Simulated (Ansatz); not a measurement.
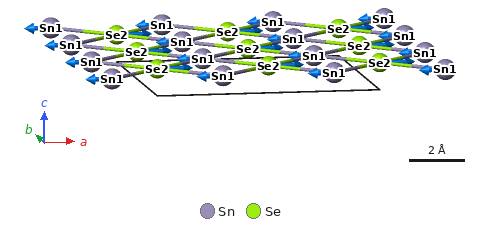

Normal modes of a free-standing layer of SnSe (a generated structure), at the zone centre. The optical levels lie at 99i, 89i (×2) cm⁻¹. One mode is drawn. Displacements are drawn as blue arrows; their common scale and sign are arbitrary. Style: ball-and-stick. Shown: the 2 × 2 repeat of the cell, outlined in the plane, without the vacuum, slightly off an axis.

Method: DFT PBE, scalar-relativistic, plane waves, PAW (Ansatz 0.2.0). Set-up: plane-wave cutoff 420 eV; k-point mesh 10 × 10 × 1; occupations gaussian; smearing width 0.02 eV; no spin polarisation.

Frequencies are those without the non-analytic (LO–TO) term.

Question: To which level does it belong?

Answer: The level at 89i cm⁻¹. This is the E_u mode (doubly degenerate; one member of the set is drawn), the highest optical level, infrared-active by symmetry. The Se sublattice moves against the Sn sublattice, along a of the drawn cell; the kinetic energy is shared as Se 60 %, Sn 40 %. The frequency is imaginary, so the structure is unstable against this distortion. Freezing in the drawn pattern lowers the space group from P4/mmm to Pmm2 (No. 25).
